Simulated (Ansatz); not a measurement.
# Single-point calculation, with input and output: Si$_{23}$O$_{48}$H (charge −1) (part 2 of 2)

Continued. System: Si$_{23}$O$_{48}$H (defect cell, 72 atoms in the cell, total charge −1). Method: DFT, HSE06, PAW, plane waves (Ansatz 0.2.0); cutoff 420 eV, 1×1×1 k-mesh, Fermi–Dirac smearing of 0.01 eV. 

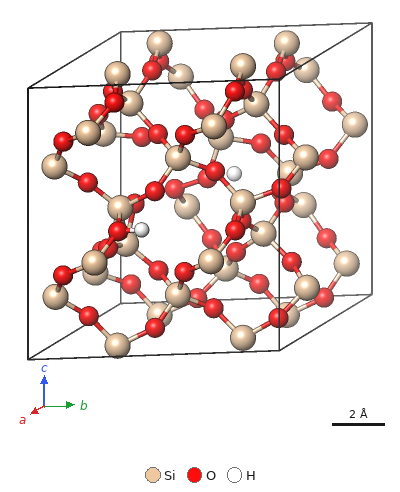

Figure 1. The input geometry (ball-and-stick view of the cell of the calculation, seen slightly off an axis).

```
hybrid outer 3: dexx = +1.502e-9 eV, tail = 3.03e-9 eV, Δε = 8.66e-5 eV (about 2.78e-5 eV left of the loop's levels), ΔF = 3.77e-4 eV/Å (tail 2.05e-4)
NSCF: frozen V_eff on 1 k-points
hybrid SCF converged: 3 outer / 13 inner (+5 warm-up), last move |dexx| = 1.50e-9 eV, tail = 3.03e-9 eV
Stability not checked: this state was not tested for a lower state beside it, because the functional holds exact exchange (a hybrid, or Hartree-Fock), whose exchange loop this test does not read (fock_operator; see scf.lower_state_search)
Free energy (F): -41946.977907 eV
Harris-Foulkes:  -41946.977907 eV  (|F-HF|=8.59e-10)
Internal energy: -41946.977907 eV  (E = F + TS)
E sigma→0 (E₀):  -41946.977907 eV
Fermi energy:    5.578386 eV
--- Per-component energies (eV) ---
  E_band       = -2429.598239
  E_kinetic    = 9662.036135
  E_local      = -24310.871996  (includes V_loc(G=0)·N_el)
  E_nonlocal   = 2790.772799
  E_hartree    = 8822.088376
  E_xc         = -3907.462224
  E_vxc        = -4515.446484  (∫ρ·V_xc dr)
  E_exx        = -1098.430471  (= α·E_x^exact, valence–valence)
  E_paw        = -19294.035048  (= ΣΔE_a)
  E_vpaw       = -1503.525207  (= ΣTr[D̂ρ^β])
  E_aug_tail   = 0.121392  (compensation charges beyond the density's cutoff)
  E_ewald      = -14608.557575
  E_core_change = -2.639350  (= ΣΔE_core)
  E_smearing   = -0.000000  (= −TS)
  E_closure    = 0.000054  (closes the sum)
  E_deformation_potential = -11.439193  (in the stress; not in F)
  Σ components = -41946.977907   (vs F -41946.977907, Δ=0.00e0)
--- Forces (eV/Å), atoms counted from 1 ---
  atom   1  Si    -0.02239505     0.00011845     0.03566328
  atom   2  Si    -0.10821319     0.12728750    -0.04516433
  atom   3  Si     0.00142269     0.02880609     0.01044580
  atom   4  Si    -0.19354377     0.12089948     0.08125385
  atom   5  Si    -0.03910377    -0.06847170    -0.08468423
  atom   6  Si     0.01594668    -0.01472802     0.02355077
  atom   7  Si    -0.01171680     0.04454667    -0.01540749
  atom   8  Si     0.01675666    -0.02051029     0.02934538
  atom   9  Si    -0.00005354     0.03667969    -0.04585440
  atom  10  Si    -0.03448910     0.03078040    -0.00990792
  atom  11  Si     0.02340809    -0.00946268     0.01231099
  atom  12  Si     0.06046386    -0.04713888    -0.00430164
  atom  13  Si     0.00121386    -0.05004346     0.06646656
  atom  14  Si     0.04469052     0.01553243     0.02433390
  atom  15  Si     0.01361187    -0.01431242    -0.02754907
  atom  16  Si    -0.01331282     0.04708582     0.04526989
  atom  17  Si    -0.00494662     0.03029767    -0.01451712
  atom  18  Si    -0.00157350    -0.02967603    -0.03885982
  atom  19  Si    -0.00969103    -0.01225800     0.05419647
  atom  20  Si     0.02544150     0.01396072    -0.00214083
  atom  21  Si    -0.08338888    -0.06862719     0.09617674
  atom  22  Si     0.03916070    -0.00106949     0.00950704
  atom  23  Si     0.01031799     0.02069888    -0.02856997
  atom  24  O      0.21765416     0.00233567    -0.11580683
  atom  25  O      0.38542119    -0.55029092     0.10437167
  atom  26  O      0.20876084     0.01759708    -0.08153362
  atom  27  O      0.10079607    -0.00426085    -0.19734712
  atom  28  O      0.12697663     0.01048490    -0.06497690
  atom  29  O      0.11777412     0.04781148    -0.05066245
  atom  30  O      0.23536604     0.02114083    -0.08666216
  atom  31  O      0.20051200     0.00557868    -0.14000392
  atom  32  O     -0.02217472     0.19276593    -0.12180179
  atom  33  O     -0.21745858     0.34040148    -0.06936007
  atom  34  O     -0.18885284     0.11931381    -0.03870100
  atom  35  O     -0.21612589     0.13709664    -0.07719070
  atom  36  O     -0.13627529     0.20426900    -0.06421363
  atom  37  O     -0.03581096     0.14830727    -0.15098859
  atom  38  O     -0.08970441     0.16284138    -0.12281342
  atom  39  O     -0.10891111     0.21520258    -0.14107601
  atom  40  O      0.43320279    -0.06031862    -0.46326059
  atom  41  O     -0.09627482    -0.19686049    -0.06185106
  atom  42  O     -0.00330127    -0.17090777    -0.05143414
  atom  43  O     -0.06176097    -0.12867231    -0.03501514
  atom  44  O      0.21854835     0.58094942    -0.09282562
  atom  45  O     -0.08501242    -0.27124422    -0.03675636
  atom  46  O     -0.06914265    -0.21306209    -0.06791572
  atom  47  O     -0.11974922    -0.17426809    -0.10872447
  atom  48  O     -0.33812637     0.58586372    -0.03716794
  atom  49  O     -0.02835430     0.21528073     0.05390503
  atom  50  O     -0.12188791     0.32651697     0.00721686
  atom  51  O     -0.05230905     0.23741744     0.09496610
  atom  52  O     -0.55091466     0.19125124     0.37743386
  atom  53  O     -0.02444895     0.20169011     0.06759539
  atom  54  O     -0.05267704     0.22327738     0.06238971
  atom  55  O     -0.06086294     0.11677990     0.05410800
  atom  56  O      0.22314534    -0.10302724     0.12944031
  atom  57  O      0.21370871     0.00239751     0.05444788
  atom  58  O      0.11930171     0.00575083     0.10126954
  atom  59  O      0.12606295    -0.04861147     0.18869643
  atom  60  O      0.31554151    -0.01686332     0.10074749
  atom  61  O      0.20310280    -0.00429009     0.11002356
  atom  62  O      0.20105136    -0.08609384     0.04968976
  atom  63  O      0.20103179     0.01000405     0.10339163
  atom  64  O     -0.12914272    -0.11589950     0.09016308
  atom  65  O      0.05318273    -0.51080961     0.09827339
  atom  66  O     -0.12773214    -0.18909267     0.12383672
  atom  67  O     -0.00542777    -0.19719229     0.08751755
  atom  68  O     -0.12486297    -0.18059850     0.12673961
  atom  69  O     -0.26995588    -0.17609199     0.08877882
  atom  70  O     -0.13788152    -0.11566185     0.04285050
  atom  71  O     -0.19324250    -0.20910807     0.10766530
  atom  72  H      0.03735850    -0.77958296    -0.11903469
  max |Σ_I F_I| component: 1.24e-4 eV/Å
--- Charged-cell corrections in eV (Makov–Payne, q = -1.000 e, ε = 4.500) ---
  F (periodic)     = -41946.977907  (uncorrected; the corrections below are reported, never added to it)
  E_corr1          = +0.465349  (monopole, q²α_M/2εL)
  F Makov-Payne    = -41946.512558  (F + E_corr1; no measured alignment; for a localised charge, not one spread in a band: unchecked)
--- Band table (eV) ---
  k-point 0: bands = ["-21.1775", "-20.1584", "-19.9434", "-19.8366", "-19.7665", "-19.6673", "-19.6029", "-19.4881", "-19.4293", "-19.3229", ... 53 levels left out ..., "-6.1040", "-5.9258", "-5.8401", "-5.7297", "-5.6129", "-5.4478", "-5.3749", "-5.2060", "-5.1399", "-5.0272", "-4.9464", "-4.8914", "-4.8686", "-4.8135", "-4.7509", "-4.7288", "-4.6848", "-4.6121", "-4.5588", "-4.5027", "-4.4590", "-4.3842", "-4.2838", "-4.2600", "-4.2213", "-4.1854", "-4.0460", "-3.9162", "-3.8103",
      "-3.5194", "-3.3771", "-3.2638", "-3.1978", "-2.9096", "-2.7758", "-2.6495", "-2.5976", "-2.5331", "-2.4557", "-2.4078", "-2.3766", "-2.3494", "-2.2944", "-2.2823", "-2.2009", "-2.1602", "-2.1099", "-2.0678", "-2.0273", "-2.0167", "-1.9553", "-1.9301", "-1.8678", "-1.8320", "-1.7877", "-1.7307", "-1.6967", "-1.6708", "-1.5926", "-1.5694", "-1.5299", "-1.5166", "-1.4592", "-1.4330", "-1.3625", "-1.3502", "-1.2790", "-1.2351", "-1.2025",
      "-1.1706", "-1.1487", "-1.1268", "-1.1075", "-1.0394", "-1.0081", "-0.9886", "-0.8947", "-0.8632", "-0.8529", "-0.7961", "-0.7697", "-0.7281", "-0.6932", "-0.6776", "-0.6353", "-0.5890", "-0.5294", "-0.5152", "-0.4456", "-0.4223", "-0.4043", "-0.3353", "-0.3295", "-0.3025", "-0.2641", "-0.2162", "-0.1808", "-0.1200", "-0.0929", "-0.0707", "-0.0502", "0.0071", "0.0195", "0.0660", "0.1212", "0.1459", "0.1836", "0.2169", "0.2905",
      "0.3238", "0.3568", "0.3926", "0.4220", "0.4913", "0.5318", "0.5960", "0.6171", "0.6721", "0.7541", "0.8250", "0.9065", "1.0044", "1.0694", "1.2340", "1.3493", "1.6590", "3.3517", "3.4172", "7.7396", "9.2337", "9.7076", "9.8738", "10.0843", "10.5494", "10.7588", "10.9217", "11.0897", "11.3085", "11.3960", "11.4347", "11.5133", "11.6220", "11.7016", "11.7665", "11.8735", "11.8907", "11.9230", "11.9565", "12.0308",
      "12.0625", "12.1079", "12.1641", "12.2333", "12.2644", "12.3203", "12.3657", "12.4151", "12.4986", "12.5505", "12.5812", "12.6572", "12.6997", "12.7292", "12.8108", "12.8660", "12.8945", "12.9716", "13.0620", "13.0885", "13.1214", "13.1711", "13.2267", "13.2914", "13.3063", "13.3631", "13.3999", "13.5007", "13.5634", "13.6026", "13.6467", "13.6719", "13.7894", "13.8642", "13.8997", "13.9547", "13.9754", "14.0880", "14.1674", "14.2831",
      "14.3234", "14.3661", "14.4521", "14.4772", "14.5117", "14.6107", "14.6603", "14.7465", "14.7809", "14.8192", "14.8702"]
--- Löwdin populations: 72 sites ---
  site symbol       q [e]
     0     Si      2.1470
     1     Si      2.2663
     2     Si      2.1450
     3     Si      2.1595
     4     Si      2.1527
     5     Si      2.1494
     6     Si      2.1555
     7     Si      2.1559
     8     Si      2.1512
     9     Si      2.1366
    10     Si      2.1549
    11     Si      2.1615
    12     Si      2.1822
    13     Si      2.1613
    14     Si      2.1524
    15     Si      2.1502
    16     Si      2.1485
    17     Si      2.1454
    18     Si      2.1748
    19     Si      2.1563
    20     Si      2.2218
    21     Si      2.1537
    22     Si      2.1523
    23      O      6.8212
    24      O      6.9206
    25      O      6.8283
    26      O      6.8235
    27      O      6.8246
    28      O      6.8154
    29      O      6.8199
    30      O      6.8206
    31      O      6.8130
    32      O      6.8285
    33      O      6.8199
    34      O      6.8014
    35      O      6.8006
    36      O      6.8212
    37      O      6.8275
    38      O      6.8251
    39      O      6.8013
    40      O      6.8237
    41      O      6.8231
    42      O      6.8245
    43      O      6.6895
    44      O      6.8214
    45      O      6.8168
    46      O      6.8265
    47      O      6.3574
    48      O      6.8087
    49      O      6.8280
    50      O      6.8217
    51      O      6.8222
    52      O      6.8250
    53      O      6.8246
    54      O      6.8221
    55      O      6.8241
    56      O      6.8099
    57      O      6.8233
    58      O      6.8345
    59      O      6.8133
    60      O      6.8079
    61      O      6.8232
    62      O      6.8225
    63      O      6.8236
    64      O      6.4245
    65      O      6.8203
    66      O      6.8179
    67      O      6.8221
    68      O      6.8321
    69      O      6.8195
    70      O      6.8152
    71      H      0.5730
  spilling = 0.013640 (of n_electrons = 382.000000)
```

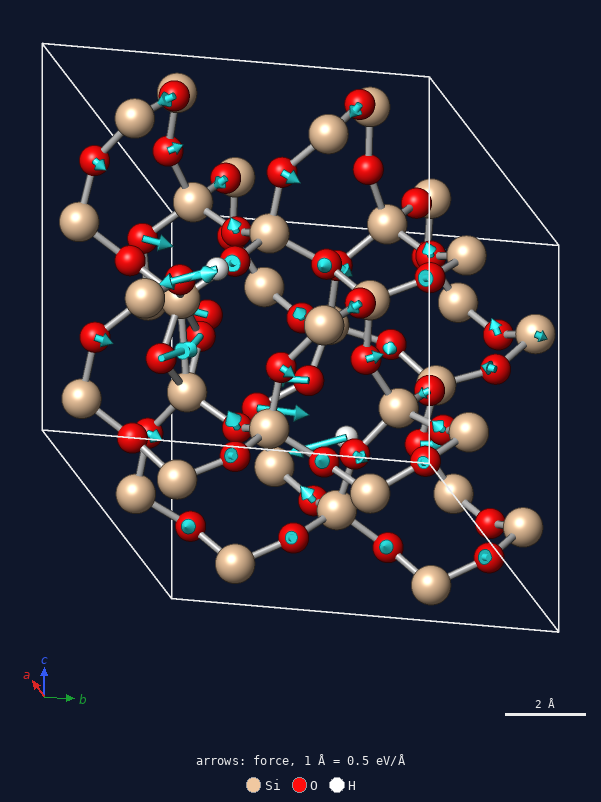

Figure 2. Forces on the atoms as teal arrows (ball-and-stick view of the cell of the calculation, seen at an oblique angle); the smallest are left out. The largest act on H72 (0.79 eV/Å); O52 (0.69 eV/Å); O25, O48 (0.68 eV/Å); O40 (0.64 eV/Å), among others. Atoms are counted from 1 in the order of the input and aren't labelled in the picture. 

Results in brief:

- outcome: converged
- electrons treated: 382
- free energy: −41946.9779 eV
- Fermi energy: 5.578 eV
- largest force (length of the vector): 0.790 eV/Å
- hardware: 1 × NVIDIA GB300, 8 threads of Arm Neoverse-V2, shared host
- wall time: 26 s (CPU time 56 s)
- peak memory: 3.3 GiB

Notes:

The k-point mesh is coarse for a cell of this size, so the results may not be converged.
